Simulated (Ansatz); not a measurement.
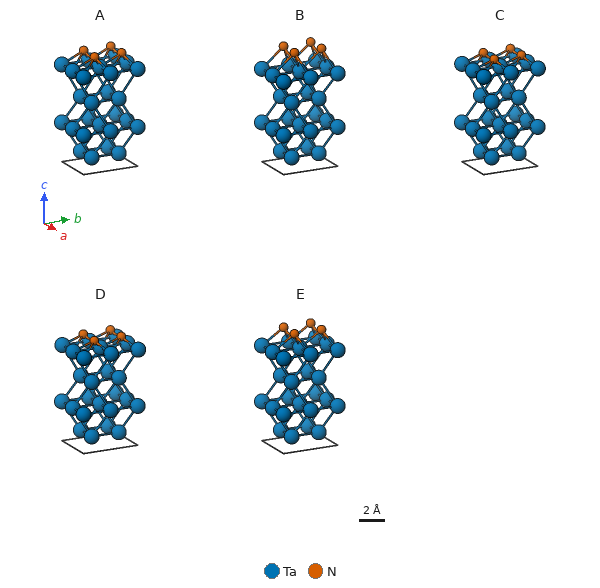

5 geometries from one constrained relaxation of a slab of composition Ta$_{4}$N (cut from the Im-3m phase), in shuffled order. A ball-and-stick model of the 2 × 2 repeat of the cell, outlined in the plane, without the vacuum, seen slightly off an axis.

Case: N put at a hollow Ta-Ta-Ta site. The slab is the (1 1 0) face of Ta with N on it. 2 atoms are held fixed.

All numbers below come from DFT PBEsol, scalar-relativistic, plane waves, PAW in Ansatz. (plane-wave cutoff 420 eV; k-point mesh 11 × 11 × 1; occupations gaussian; smearing width 0.1 eV; no spin polarisation; dipole correction; atoms relaxed in a fixed cell; force threshold 0.03 eV/Å; at most 70 steps)

Put them in the order of the run, from the start to the converged end.

Answer. B, E, A, C, D. They are steps 0, 1, 2, 3, 6, at +3.874 eV per cell of the calculation, +2.173 eV per cell of the calculation, +0.600 eV per cell of the calculation, +0.107 eV per cell of the calculation relative to the last. The energy falls by 3.874 eV per cell of the calculation in 5 accepted moves (6 points after the start). Largest force component: 4.7 eV/Å at the start, 0.014 eV/Å at the end. 1 step only repeated the SCF at the same geometry. The N atom moves most: 0.75 Å along the normal (−c). By element the largest moves are N 0.75 Å, Ta 0.25 Å. The lattice vectors keep their values. Among the contacts that change: N–Ta 2.598 → 1.959 Å, N–Ta 3.609 → 3.036 Å, N–Ta 2.419 → 1.958 Å, Ta–Ta 3.210 → 3.458 Å. Bond angles that change, for instance: Ta–N–Ta 78.3° → 113.7°, Ta–N–Ta 68.9° → 93.0°. The run took 66 s on 2 threads of Intel(R) Xeon(R) Platinum 8488C (Sapphire Rapids), on a shared host, peak memory 0.57 GiB.

Limits of the set-up: the cell has an odd number of electrons but was run without spin polarisation; the periodic images lie only 2.8 Å apart, so the values are limited by the cell's size.
